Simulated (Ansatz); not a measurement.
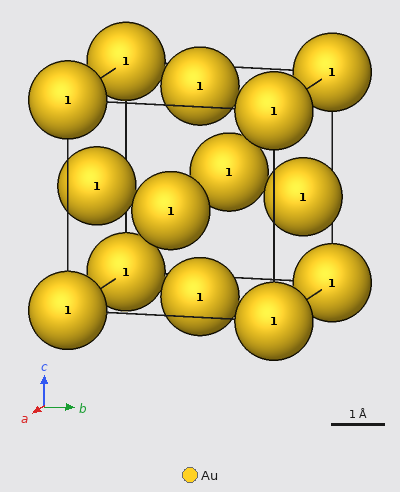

Fig. 1: The structure (spheres-only view of the cell 4 times as large as that of the calculation, set on its symmetry axes, seen slightly off an axis; atoms are numbered from 1 in the order of the input). An atom can appear more than once, as a periodic image.

Run report: Au, band-structure calculation

The run: band-structure calculation of Au (Fm-3m, 1 atom in the cell). Method and program: DFT PBEsol, scalar-relativistic, plane waves, PAW, no spin polarisation (Ansatz 0.2.0).

The structure derives from an entry of the Crystallography Open Database. Figures and captions count atoms from 1; the log counts them from 0 in places.

The input:
```yaml
crystal:
  lattice:
    - [0.0, 2.041861472, 2.041861472]
    - [2.041861472, 0.0, 2.041861472]
    - [2.041861472, 2.041861472, 0.0]
  atoms:
    - { symbol: Au, position: [0.0, 0.0, 0.0] }
basis:
  ecutwfc: 420
kpoints:
  mp_grid: { grid: [18, 18, 18] }
  band_path:
    path:
      - [[0.0, 0.0, 0.0], [0.5, 0.0, 0.5], [0.625, 0.25, 0.625]]
      - [[0.375, 0.375, 0.75], [0.0, 0.0, 0.0], [0.5, 0.5, 0.5], [0.5, 0.25, 0.75], [0.5, 0.0, 0.5]]
    npoints: 14
hamiltonian:
  xc: pbesol
scf:
  occupations: { method: gaussian, width: 0.1 }
  n_extra_bands: 6
output:
  forces: true
  stress: true
  eigenvalues: true
  populations: true
  dos: { projected: true, de: 0.02, nscf_kmesh: { grid: [27, 27, 27] } }
  bader: true
```

Hardware: 1 thread of Intel Xeon @ 2.50GHz (Skylake/Cascade Lake), 189 GiB of memory available, shared host.

Run as:
```bash
ansatz run input.yaml --threads 1 --pin off --max-ram 2560MiB --backend cpu --events-out ev --progress --plain --runs-dir out
```

Log:
```
scf.n_extra_bands = 6 over 10 filled bands (N_el = 19.0): the run solves 16 bands
Engine: ansatz 0.2.0, x86_64-unknown-linux-gnu
Pseudopotentials: kind: paw
Pseudopotential: Au, paw, valence charge 19, recommended cutoff 420 eV (normal), Au.paw.azcp
Functional definition: PBEsol
  exchange = pbesol_x
  correlation = pbesol_c
Crystal: 1 atoms, lattice volume = 17.026 Å³
Basis set: ecut = 420 eV, 331 PW (Γ), exchange–correlation on 40×40×40 points (8 copies of the dense FFT grid, shifted against one another)
Bands: 16, of which v1, the nominal top of the filled ones, is band 10 counted from 1 (9 counted from 0)
Symmetry: 48 space group operations
Space group: Fm-3m (ITA 225), of the structure as read, at distance tolerance 2.6e-5 Å
k-points: 195 of 5832
Non-local potential: Au, projectors of the file, l = 0: 3, l = 1: 2, l = 2: 2, l = 3: 1
PAW form: soft (Blöchl's): semilocal exchange-correlation on the pseudo side does not see the compensation charge
PAW frozen core: Au, regenerated for the run's functional, and the local potential with it (the file was generated under x = pbe(κ = 0.804, μ = 0.2195149727645171), c = pbe(β = 0.06672455060314922))
PAW one-centre angular grid: Au, 590 points (default); XC on 64 Gauss nodes
Initial density: superposition of atomic densities (neutral atoms: chi_scale 0, normalization atom), corrected by the library's trained network
Initial wavefunctions: pseudopotential atomic-orbital guess
Functional: x = pbesol(κ = 0.804, μ = 0.12345679012345678), c = pbesol(β = 0.046)
SCF iter   1: F=—  HF=-13007.102312 eV  |F-HF|=—  |Δ(HF+E_count)|=         —  Δρ=6.09e-3  dr2=5.76e-3  ethr=1.77e-3  ⟨swp⟩=4.7  Hψ=15398  notcnv=0  defer=12
preconditioner: auto → none  [metal: Δε(μ)=0.010 eV  Ē_g=19.666 eV  σ=0.100 eV  W_gap=0.05  n_scr=8 (ndim 8)  ℏωp=29.8 eV  f_vac=0.000  D(μ)=0.30/eV (n_scr^D=0)  sad-step TF]
SCF iter   2: F=—  HF=-13007.100909 eV  |F-HF|=—  |Δ(HF+E_count)|=   1.40e-3  Δρ=2.69e-3  dr2=1.04e-3  ethr=3.03e-5  ⟨swp⟩=1.0  Hψ=4680  notcnv=0  defer=15
SCF iter   3: F=—  HF=-13007.100618 eV  |F-HF|=—  |Δ(HF+E_count)|=   2.91e-4  Δρ=3.93e-4  dr2=1.03e-5  ethr=5.50e-6  ⟨swp⟩=2.1  Hψ=3671  notcnv=0  defer=15
SCF iter   4: F=—  HF=-13007.100616 eV  |F-HF|=—  |Δ(HF+E_count)|=   1.70e-6  Δρ=4.28e-5  dr2=1.13e-7  ethr=5.41e-8  ⟨swp⟩=2.7  Hψ=4463  notcnv=0  defer=15
iter 5 did not close the SCF: its close was put off for the readings that it lacked (scf_convergence_deferred on its scf_iter line)
SCF iter   5: F=-13007.100617 eV  HF=-13007.100617 eV  |F-HF|=3.49e-10  |Δ(HF+E_count)|=   1.40e-7  Δρ=3.10e-6  dr2=9.91e-10  ethr=5.95e-10  ⟨swp⟩=2.7  Hψ=4586  notcnv=0  defer=15
SCF iter   6: F=-13007.100617 eV  HF=-13007.100617 eV  |F-HF|=1.82e-11  |Δ(HF+E_count)|=  3.27e-11  Δρ=4.57e-7  dr2=2.82e-11  ethr=5.22e-12  ⟨swp⟩=5.2  Hψ=11329  notcnv=0
SCF 1 converged in 6 iterations: F = -13007.100617 eV  dr2 = 2.82e-11
  greatest PAW one-centre occupation: 1.001 electrons in one spin orbital (limit 2), on the Au atom at site 0 (counted from 0), in its partial waves of l = 0
NSCF: frozen V_eff on 86 k-points
NSCF: frozen V_eff on 560 k-points
SCF converged after 6 iterations
Free energy (F): -13007.100617 eV
Harris-Foulkes:  -13007.100617 eV  (|F-HF|=1.82e-11)
Internal energy: -13007.099177 eV  (E = F + TS)
E sigma→0 (E₀):  -13007.099897 eV
Entropy (-TS):   -0.001439 eV (-1.439 meV/atom)
Fermi energy:    20.450520 eV
--- Per-component energies (eV) ---
  E_band       = -209.875033
  E_kinetic    = 604.674187
  E_local      = -1704.646324  (includes V_loc(G=0)·N_el)
  E_nonlocal   = 77.643753
  E_hartree    = 725.341917
  E_xc         = -226.613459
  E_vxc        = -274.650281  (∫ρ·V_xc dr)
  E_paw        = -9565.717953  (= ΣΔE_a)
  E_vpaw       = -363.581919  (= ΣTr[D̂ρ^β])
  E_aug_tail   = 0.001432  (compensation charges beyond the density's cutoff)
  E_ewald      = -2918.092210
  E_core_change = 0.309479  (= ΣΔE_core)
  E_smearing   = -0.001439  (= −TS)
  E_closure    = 0.000000  (closes the sum)
  Σ components = -13007.100617   (vs F -13007.100617, Δ=0.00e0)
--- Forces (eV/Å), atoms counted from 1 ---
  atom   1  Au    -0.00000000     0.00000000     0.00000000
  max |Σ_I F_I| component: 6.98e-32 eV/Å
--- Stress (GPa, compression-positive) ---
       -0.002128       0.000000      -0.000000
        0.000000      -0.002128       0.000000
        0.000000      -0.000000      -0.002128
  P = ⅓ Tr σ = -0.0021 GPa (-0.021 kbar)
--- Band table (eV; the first three rows and the last of 195) ---
  k-point 0: bands = ["-85.0137", "-36.3124", "-36.3124", "-36.3124", "10.5324", "15.7914", "15.7914", "15.7914", "17.3297", "17.3297", "34.8891", "38.8917", "38.8917", "38.8917", "43.7874", "48.2631"]
  k-point 1: bands = ["-85.0134", "-36.3192", "-36.3135", "-36.3135", "10.6409", "15.7551", "15.8292", "15.8292", "17.3122", "17.3122", "35.0183", "38.1855", "39.0212", "39.0212", "44.4011", "47.0001"]
  k-point 2: bands = ["-85.0123", "-36.3385", "-36.3164", "-36.3164", "10.9574", "15.6627", "15.9280", "15.9280", "17.2764", "17.2764", "35.3151", "36.7210", "39.3881", "39.3881", "44.1610", "46.3684"]
  k-point 194: bands = ["-84.9979", "-36.4710", "-36.4493", "-36.3986", "14.4482", "14.9787", "15.6750", "17.2263", "18.8665", "25.1980", "26.0445", "27.4089", "29.8873", "42.3385", "43.6266", "44.1902"]
--- Löwdin populations: 1 site ---
  site symbol       q [e]
     0     Au     18.8312
  spilling = 0.008884 (of n_electrons = 19.000000)
--- Bader charges: 1 site ---
  site symbol  charge [e]  shift [e]
     0     Au      0.0000     0.0000
  estimated error of the sums over rays = 5.0e-7 e
```

File bader_charges.tsv:
```
# site	symbol	x_ang	y_ang	z_ang	partial_charge_e	electrons	volume_ang3	relative_density_drop	shared_charge_e	partial_wave_shift_e
# quadrature_error_electrons = 5.0e-7
0	Au	0.0000	0.0000	0.0000	0.00000	79.00000	17.03	-	0.00000	0.00000
```

File populations.tsv:
```
# site	symbol	l	j	q
# orbitals = lowdin
# n_electrons = 19.000000
# spilling = 0.008884
0	Au	0_5S	-	1.994571
0	Au	0_6S	-	1.096206
0	Au	1_5P	-	5.998624
0	Au	2_5D	-	9.741808
```

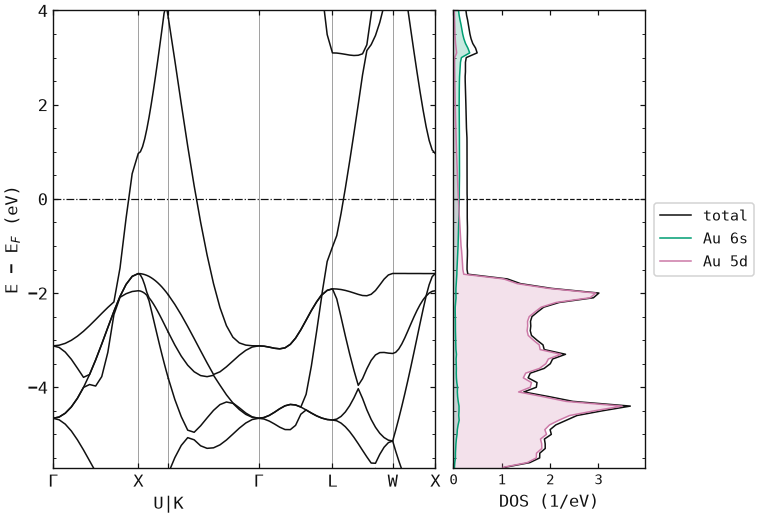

Fig. 2: Band structure along Γ–X–U|K–Γ–L–W–X and density of states (projected on Löwdin-orthogonalised atomic shells), with energies from the Fermi level. Bands cross the Fermi level: a metal at this level of theory.

Key numbers:

| quantity | value |
| --- | --- |
| outcome | converged |
| space group (tolerance 0.01 Å) | Fm-3m (225) |
| electrons treated | 19 |
| free energy | −13007.1006 eV |
| Fermi energy | 20.451 eV |
| gap on the k-point mesh | none (metallic) |
| pressure | 0.00 GPa |
| largest force (length of the vector) | under 0.001 eV/Å |
| wall time | 21 s |
| peak memory | 0.37 GiB |

Remarks:

Spin–orbit coupling is left out, which matters for Au.
